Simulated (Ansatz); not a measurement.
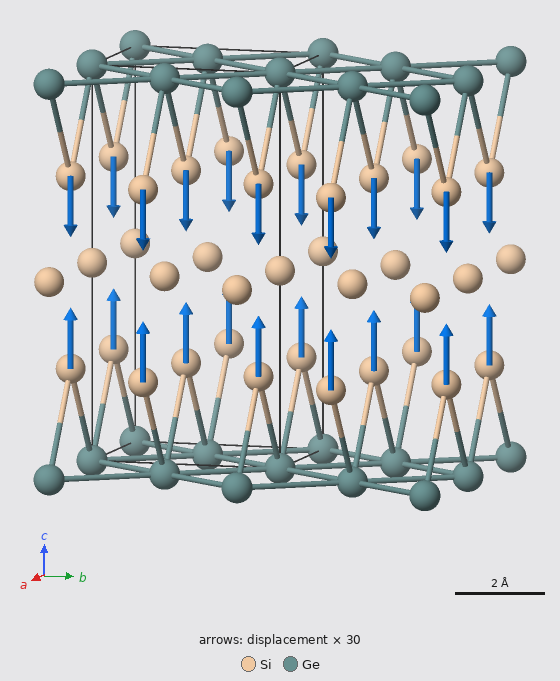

This is a relaxation of crystalline Si3Ge (a generated structure, set up in Cmmm) (coarse preliminary run). The starting structure is drawn; blue arrows show the displacements (the part carried along by the change of the cell is left out), 30 times their true length.

Style: ball-and-stick. Shown: the conventional cell (2 times the calculation's cell), repeated 2 × 2 × 1 with one cell outlined, slightly off an axis. Lengths and directions refer to the drawn axes.

All numbers below come from DFT PBE, scalar-relativistic, plane waves, PAW (Ansatz). (plane-wave cutoff 420 eV; k-point mesh 6 × 6 × 2; occupations gaussian; smearing width 0.1 eV; no spin polarisation; cell and atoms relaxed; force threshold 0.04 eV/Å; at most 70 steps)

**Atoms of which element are displaced furthest, and by how much?**

Silicon: up to 0.047 Å, against 0.000 Å for germanium.

**What did the optimiser do to the structure, and how much energy did it gain?**

The largest moves relative to the cell, 0.047 Å, are those of Si atoms. Ge stays in place. The volume changes by −5.9 %, with a 3.325 → 3.260 Å (−2.0 %), b 4.450 → 4.118 Å (−7.5 %), c 9.045 → 9.386 Å (+3.8 %). Some distances before and after: Ge–Ge 2.777 → 2.626 Å, Ge–Si 2.856 → 2.948 Å. Among the angles between lasting bonds that change: Ge–Ge–Ge 73.5° → 76.7°, Ge–Ge–Ge 106.5° → 103.3°. The space group stays Cmmm (No. 65). The energy falls by 83.4 meV per atom in 9 accepted moves (13 points after the start). Largest force component: 0.5 eV/Å at the start, 0.0099 eV/Å at the end. The pressure goes from −3.17 to 0.19 GPa. The line search rejected the trial steps at points 3, 7, 9 of the run. At 1 point the geometry stayed and the basis and grid were re-selected for the new cell (energy shift of 0.1 meV per atom at most each time).

Limits of the set-up: the k-point mesh is coarse for a cell with partly filled bands.
